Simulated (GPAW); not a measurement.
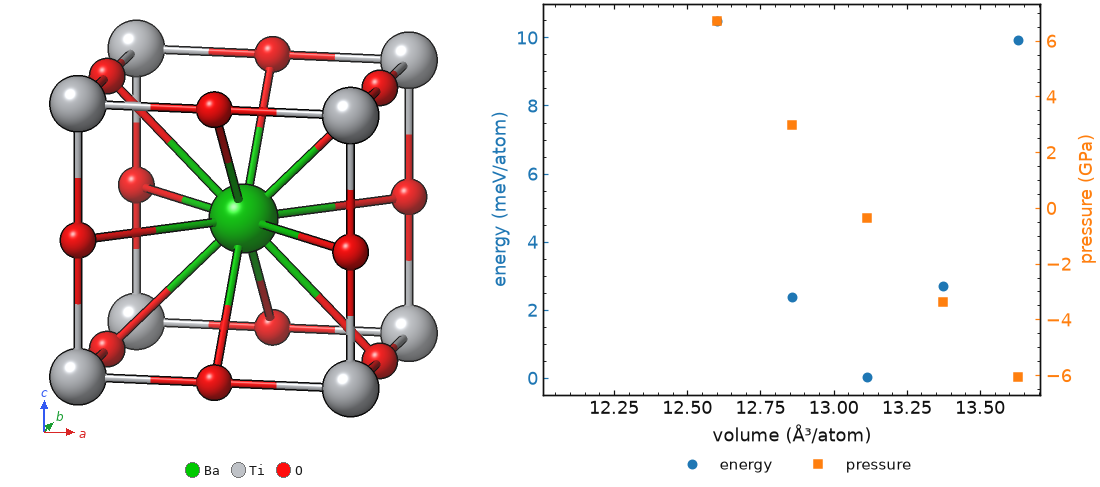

The plot gives the computed energy and pressure against volume for BaTiO₃, space group Pm-3m (No. 221). The conventional cell is drawn beside the plot.

Cell as given: a = 4.006 Å, b = 4.006 Å, c = 4.006 Å, α = 90.00°, β = 90.00°, γ = 90.00°; 5 atoms.

Method: PAW DFT in plane waves, on a grid or in atomic orbitals, no spin polarisation; energies at scaled volumes of the given cell, shape and fractions fixed, counted from the fit's minimum, third-order Birch-Murnaghan fit (GPAW 26.7.0). Level: PBE.

- k mesh: 7×7×7
- occupations: Fermi–Dirac
- smearing width: 0.05 eV
- potentials: GPAW PAW data sets (gpaw data 1.2.1)
- wave cutoff: 800 eV
- program settings: basis pw

The points at volume 12.09 Å³/atom and 12.34 Å³/atom are left out of the plot. What values does the calculation give there?

| volume (Å³/atom) | energy (meV/atom) | pressure (GPa) |
| --- | --- | --- |
| 12.09 | 46.29 | 15.49 |
| 12.34 | 24.86 | 10.85 |
